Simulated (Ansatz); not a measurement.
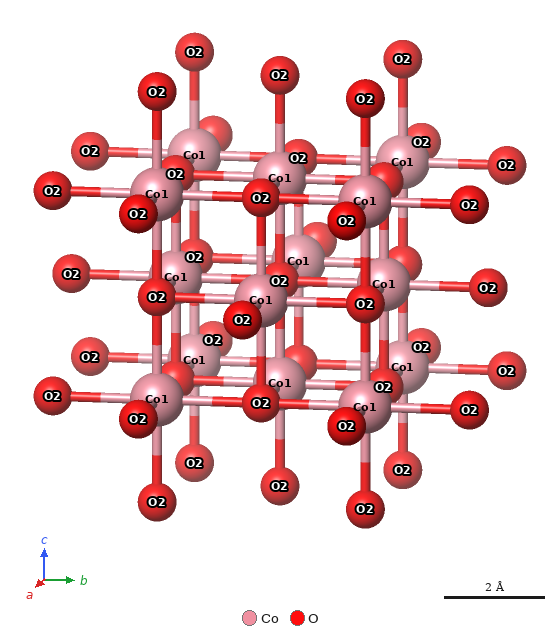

Reference structure: a crystal of CoO (set up in I4/mmm). A ball-and-stick model of the larger cell on standard axes (4 times the calculation's cell), seen slightly off an axis.

The calculation used DFT PBE, scalar-relativistic, plane waves, PAW (Ansatz 0.2.0). Set-up: plane-wave cutoff 420 eV; k-point mesh 20 × 20 × 20; occupations gaussian; smearing width 0.1 eV; collinear spin.

Change: The volume is changed by −3.0 %. The cell's shape and the atoms are relaxed at that volume.

Input file:
```yaml
crystal:
  lattice:
    - [-1.4927666353, 1.4927666353, 2.0859607537]
    - [1.4927666353, -1.4927666353, 2.0859607537]
    - [1.4927666353, 1.4927666353, -2.0859607537]
  atoms:
    - { symbol: Co, position: [0.0, 0.0, 0.0], spin: 2.73 }
    - { symbol: O, position: [0.5, 0.5, 0.0], spin: 0.35 }
basis:
  ecutwfc: 420
kpoints:
  mp_grid: { grid: [20, 20, 20] }
hamiltonian:
  xc: pbe
scf:
  occupations: { method: gaussian, width: 0.1 }
output:
  forces: true
  stress: true
  eigenvalues: true
  populations: true
magnetization:
  spin_polarized: true
relax:
  adjacent_minimum: "off"
  f_tol: 0.01
  max_steps: 30
  cell: { stress_tol: 0.1, fix: [volume] }
```

Run as
```bash
ansatz run input.yaml --threads 1 --pin off --max-ram 2560MiB --backend cpu --events-out ev --progress --plain --runs-dir out
```

Question: What does the calculation give for the changed structure?

Answer: Energy change: +4.6 meV per atom. The pressure goes from 0.0 to 5.1 GPa. The absolute magnetisation per cell goes from 2.94 to 2.83 μB (net moment 2.92 and 2.82 μB). The volume changes by −3.0 %, with a = b 4.265 → 4.208 Å (−1.3 %), c 4.214 → 4.201 Å (−0.3 %). No atom moves by more than 0.005 Å relative to the cell. Among the bonded contacts that change: Co–O 2.133 → 2.104 Å, Co–O 2.107 → 2.100 Å. The space group (tolerance 0.01 Å) goes from I4/mmm (No. 139) to Fm-3m (No. 225).

The changed structure in the same view:

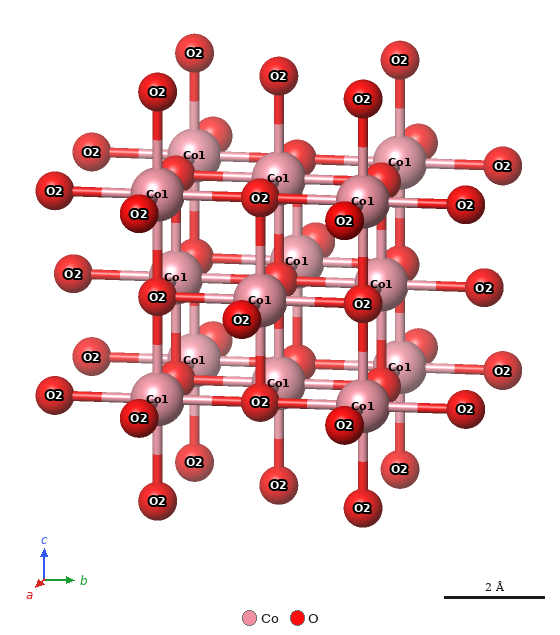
